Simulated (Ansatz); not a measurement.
The coordinates of a crystal:

```yaml
crystal:
  lattice:
    - [3.09412, 0.00000, 0.00000]
    - [-1.54706, 2.67959, 0.00000]
    - [0.00000, 0.00000, 30.38802]
  atoms:
    - { symbol: Si, position: [0.66667, 0.33333, 0.19799] }
    - { symbol: Si, position: [0.33333, 0.66667, 0.03133] }
    - { symbol: Si, position: [0.00000, 0.00000, 0.11468] }
    - { symbol: Si, position: [0.00000, 0.00000, 0.28135] }
    - { symbol: C, position: [0.66667, 0.33333, 0.13532] }
    - { symbol: C, position: [0.33333, 0.66667, 0.30198] }
    - { symbol: C, position: [0.00000, 0.00000, 0.05220] }
    - { symbol: C, position: [0.00000, 0.00000, 0.21886] }
    - { symbol: Si, position: [0.33333, 0.66667, 0.53133] }
    - { symbol: Si, position: [0.00000, 0.00000, 0.36466] }
    - { symbol: Si, position: [0.66667, 0.33333, 0.44801] }
    - { symbol: Si, position: [0.66667, 0.33333, 0.61468] }
    - { symbol: C, position: [0.33333, 0.66667, 0.46865] }
    - { symbol: C, position: [0.00000, 0.00000, 0.63532] }
    - { symbol: C, position: [0.66667, 0.33333, 0.38553] }
    - { symbol: C, position: [0.66667, 0.33333, 0.55220] }
    - { symbol: Si, position: [0.00000, 0.00000, 0.86466] }
    - { symbol: Si, position: [0.66667, 0.33333, 0.69799] }
    - { symbol: Si, position: [0.33333, 0.66667, 0.78135] }
    - { symbol: Si, position: [0.33333, 0.66667, 0.94801] }
    - { symbol: C, position: [0.00000, 0.00000, 0.80198] }
    - { symbol: C, position: [0.66667, 0.33333, 0.96865] }
    - { symbol: C, position: [0.33333, 0.66667, 0.71886] }
    - { symbol: C, position: [0.33333, 0.66667, 0.88553] }
```

> Say what kind of structure these coordinates give.

The formula is SiC. The atoms follow space group R3m (No. 160); the Bravais lattice is rhombohedral (trigonal R). Content of the cell: 12 Si, 12 C (Z = 12). By contacts within bonding range, the coordination numbers are Si 4 to 5 (mean 4.2) and C 3 to 4 (mean 3.8).

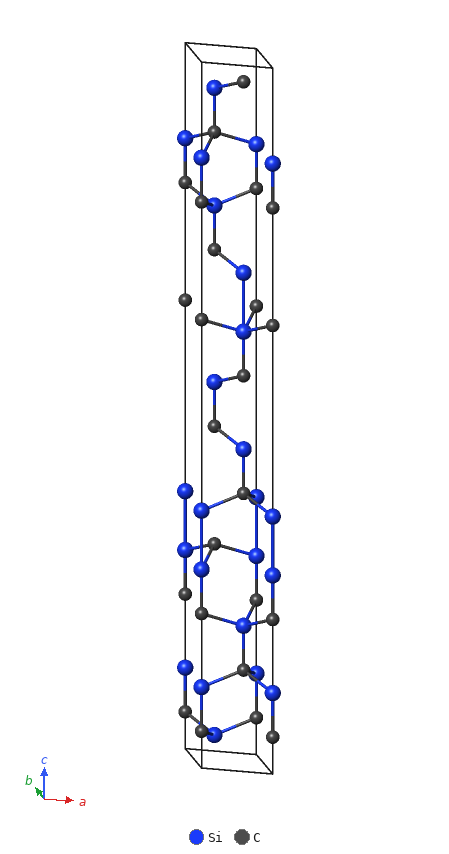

The image is a ball-and-stick drawing of a crystal, viewed slightly off an axis. The frame is the conventional unit cell; atoms at its boundary are shown with their periodic copies.

It goes back to a structure listed in the Materials Project. The cell was then strained or its atoms displaced on purpose. Ansatz was used for an electronic-structure calculation on it.
